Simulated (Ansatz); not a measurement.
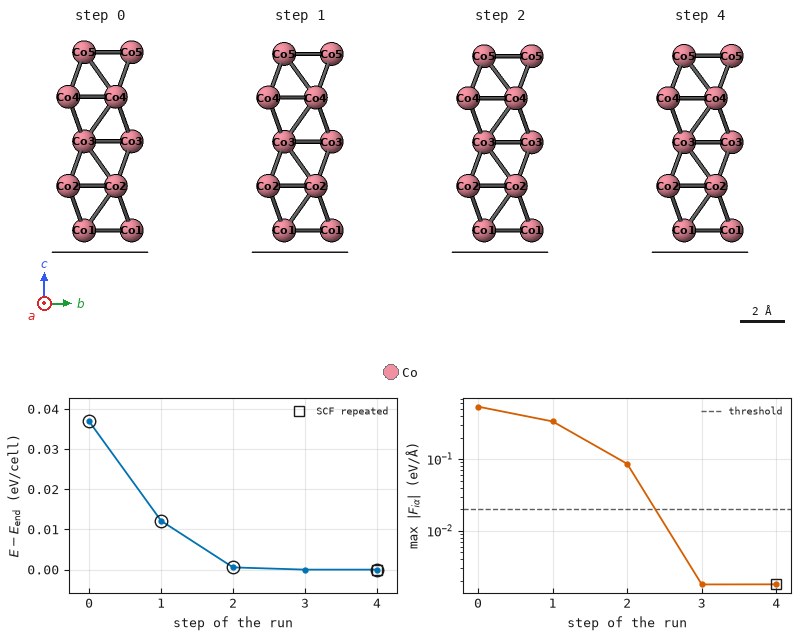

Frames of a constrained relaxation of a slab of composition Co, marked on the history of the run. The picture is a ball-and-stick view of the 2 × 2 repeat of the cell, outlined in the plane, without the vacuum, seen along the a axis.

The slab is the (0 0 1) face of Co. The run lets the atoms move in a fixed cell, from this start: the (0 0 1) slab of Co, cut from the database cell, not relaxed. 2 atoms are held fixed.

Computed with Ansatz 0.2.0, Kohn-Sham DFT of a periodic cell, PBE, Ansatz PAW.

Input
```yaml
crystal:
  lattice:
    - [2.5190008694, 0.0, 0.0]
    - [-1.2595004347, 2.1815187451, 0.0]
    - [0.0, 0.0, 23.182]
  atoms:
    - { symbol: Co, position: [0.3333333333, 0.6666666666, 0.3235268743], spin: 2.0 }
    - { symbol: Co, position: [0.6666666667, 0.3333333334, 0.4117634371], spin: 2.0 }
    - { symbol: Co, position: [0.3333333333, 0.6666666666, 0.5], spin: 2.0 }
    - { symbol: Co, position: [0.6666666667, 0.3333333334, 0.5882365629], spin: 2.0 }
    - { symbol: Co, position: [0.3333333333, 0.6666666666, 0.6764731257], spin: 2.0 }
hamiltonian:
  xc: pbe
  pseudopotentials: { kind: paw }
magnetization:
  spin_polarized: true
kpoints:
  mp_grid: { grid: [12, 12, 1] }
scf:
  occupations: { method: fermi_dirac, width: 0.05 }
output:
  forces: true
  eigenvalues: true
relax:
  f_tol: 0.02
  max_steps: 40
  constraints: [{ sites: [0, 1] }]
efield:
  axis: 3
  dipole_correction: true
  ramp_width: 0.04
```

Run as
```bash
ansatz run input.yaml --threads 4 --pin off --max-ram 11264MiB --backend cpu --events-out ev --progress --plain --runs-dir out
```

> Describe the path.

After 3 accepted moves (4 points after the start) the energy has fallen by 36.9 meV per cell of the calculation. The largest force component goes from 0.54 to 0.0018 eV/Å. 1 step only repeated the SCF at the same geometry. Co5 moves most: 0.17 Å along the normal (−c). The cell stays as it was. Among the contacts that change: Co4–Co5 2.510 → 2.426 Å, Co2–Co3 2.510 → 2.475 Å, Co3–Co4 2.510 → 2.494 Å. The run took 50 s on 4 threads of Intel(R) Xeon(R) Platinum 8175M CPU @ 2.50GHz (Skylake/Cascade Lake), on a shared host, peak memory 0.67 GiB. From step 0 to 1: Co5 moves most (0.08 Å), energy −24.7 meV per cell of the calculation. From step 1 to 2: Co5 moves most (0.10 Å), energy −11.6 meV per cell of the calculation. From step 2 to 4: Co5 moves most (0.02 Å), energy −0.6 meV per cell of the calculation.

```tsv
step	E − E(0), meV/atom	largest force component, eV/Å	note
0	0.00	0.5395	
1	-4.95	0.3353	
2	-7.27	0.0858	
3	-7.38	0.0018	
4	-7.38	0.0018	same geometry, SCF repeated
```

Limits of the set-up: only the magnetic order of this start and cell was tried (total moment 8.6 μB per cell).
